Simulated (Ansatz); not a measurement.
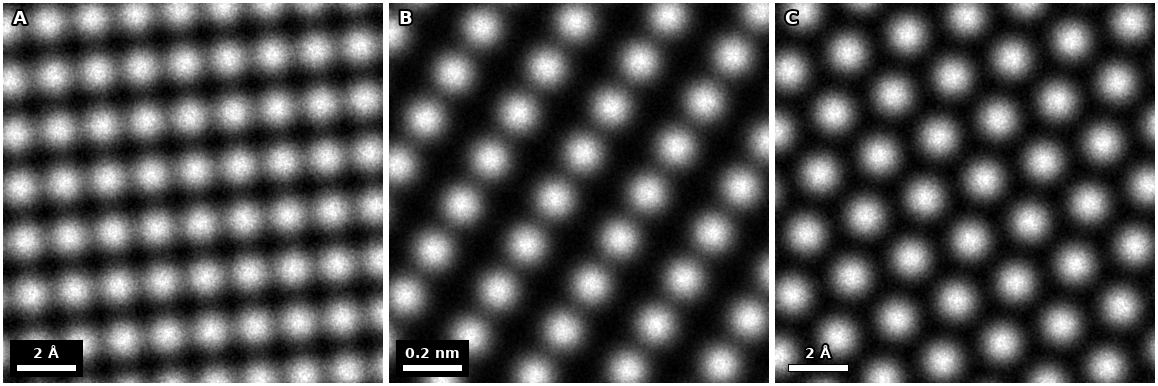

Three views of Pt (Pm-3m, No. 221) along different zone axes. Simulation: incoherent imaging, intensity Z^1.6 per atom, probe width 1.07 Å, thin sample. The probe carries 15 % of its weight in a tail 2.5 times as wide. Shot noise was added. Model: the geometry relaxed with Ansatz 0.2.0, DFT, r2SCAN, plane waves (500 eV) with PAW, scalar-relativistic; the starting structure was generated, so it need not be a known form of this composition.

```cif
data_structure
_symmetry_space_group_name_H-M 'Pm-3m'
_symmetry_Int_Tables_number 221
_cell_length_a 2.6034
_cell_length_b 2.6034
_cell_length_c 2.6034
_cell_angle_alpha 90.000
_cell_angle_beta 90.000
_cell_angle_gamma 90.000
_cell_volume 17.64
loop_
_atom_site_label
_atom_site_type_symbol
_atom_site_symmetry_multiplicity
_atom_site_Wyckoff_symbol
_atom_site_fract_x
_atom_site_fract_y
_atom_site_fract_z
_atom_site_occupancy
Pt1 Pt 1 a 0.00000 0.00000 0.00000 1
```

Match the panels to the zone axes [110], [111] and [211].

Answer. A is [211]: projected cell 1.50 × 1.84 Å, 90°, plane group p2mm. B is [110]: projected cell 1.84 × 2.60 Å, 90°, plane group p2mm. C is [111]: projected cell 2.13 × 2.13 Å, 120°, plane group p6mm.
